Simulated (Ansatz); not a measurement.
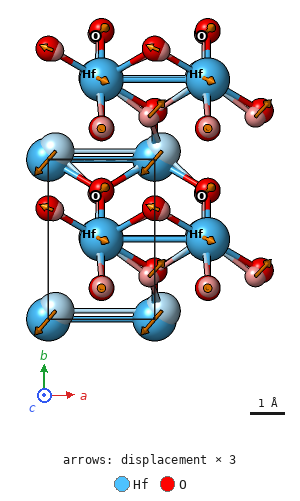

A relaxation of crystalline HfO2 (set up in P1). The starting structure is drawn faded, the final one solid; orange arrows show the displacements, magnified 3 times.

The picture is a ball-and-stick view of the cell of the calculation, reduced to other axes, repeated 2 × 2 × 1 with one cell outlined, seen along the c axis. Lengths and directions refer to the drawn axes.

Case: all atoms moved at random, sigma 0.15 Å for each component; relaxed back.

Theory: Ansatz 0.2.0, DFT r2SCAN, scalar-relativistic, plane waves, PAW.

Input
```yaml
crystal:
  lattice:
    - [4.8382036325, 0.0, 0.0]
    - [0.0, 4.8382036325, 0.0]
    - [0.0, 0.0, 3.2203479183]
  atoms:
    - { symbol: Hf, position: [0.0520130369, 0.028657231, 0.0676760112] }
    - { symbol: Hf, position: [0.5110849241, 0.473716138, 0.4611865832] }
    - { symbol: O, position: [0.1982848757, 0.8318268231, 0.5045625155] }
    - { symbol: O, position: [0.268535009, 0.3396207701, -0.0512161915] }
    - { symbol: O, position: [0.6820593397, 0.6942587298, 0.0458681976] }
    - { symbol: O, position: [0.7880228146, 0.1319203079, 0.4719228841] }
basis:
  ecutwfc: 500
kpoints:
  mp_grid: { grid: [6, 6, 8] }
hamiltonian:
  xc: r2scan
scf:
  occupations: { method: gaussian, width: 0.05 }
output:
  forces: true
  stress: true
  eigenvalues: true
relax:
  adjacent_minimum: "off"
  f_tol: 0.01
  max_steps: 80
  cell: { stress_tol: 0.1 }
```

Command:
```bash
ansatz run input.yaml --threads 1 --pin off --max-ram 2560MiB --backend cpu --events-out ev --progress --plain --runs-dir out
```

> Describe the change and its energy.

Over 5 accepted moves (6 points after the start) the energy falls by 377 meV per atom. Largest force component: 4.2 eV/Å at the start, 0.0011 eV/Å at the end. The pressure goes from 12.16 to −0.01 GPa. At 1 point the geometry stayed and the basis and grid were re-selected for the new cell (energy shift of less than 0.05 meV per atom at most each time). Hf1 moves most: 0.36 Å along [−3 −2 −1]. By element the largest moves are Hf 0.36 Å, O 0.33 Å. The lattice vectors keep their values. Some distances before and after: Hf1–Hf2 3.343 → 3.781 Å, Hf1–O5 2.414 → 2.088 Å, Hf1–O6 2.358 → 2.091 Å, Hf1–O3 1.840 → 2.091 Å. Bond angles that change, for instance: Hf1–O4–Hf2 113.3° → 129.6°, Hf1–O6–Hf2 121.2° → 129.6°, Hf1–O4–Hf2 136.5° → 129.6°. The space group (tolerance 0.01 Å) goes from P1 (No. 1) to P4_2/mnm (No. 136).
